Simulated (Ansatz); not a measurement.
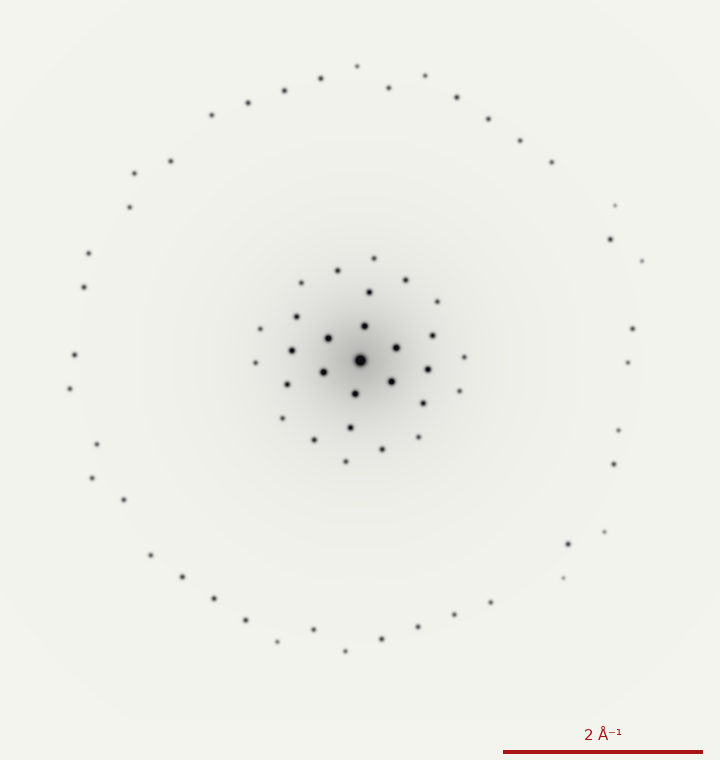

Wide-angle electron diffraction pattern, simulated kinematically at 100 kV (λ = 0.0370 Å, B = 0.2 Å², logarithmic intensity scale). The centre holds the zero-order Laue zone; the ring outside it is the first higher-order Laue zone that is excited.

**Measure the ring and find the spacing of the reciprocal-lattice layers along the beam.**

The ring radius is about 2.9 Å⁻¹, so H ≈ λG²/2 is about 0.15 Å⁻¹, and 1/H, about 6.6 Å, is the shortest lattice translation along the beam.

The crystal is Sn, space group P6_3/mmc (No. 194), a = 3.35 Å, c = 5.71 Å (hexagonal axes), seen along [101]. Structure: the input geometry of an electronic-structure calculation (not necessarily at equilibrium); the starting structure was generated, so it need not be a known form of this composition.

**What symmetry do the zero layer and the whole pattern have?**

Zero layer: 2mm. With the outer ring, and with Friedel's law holding in this kinematic picture: m.
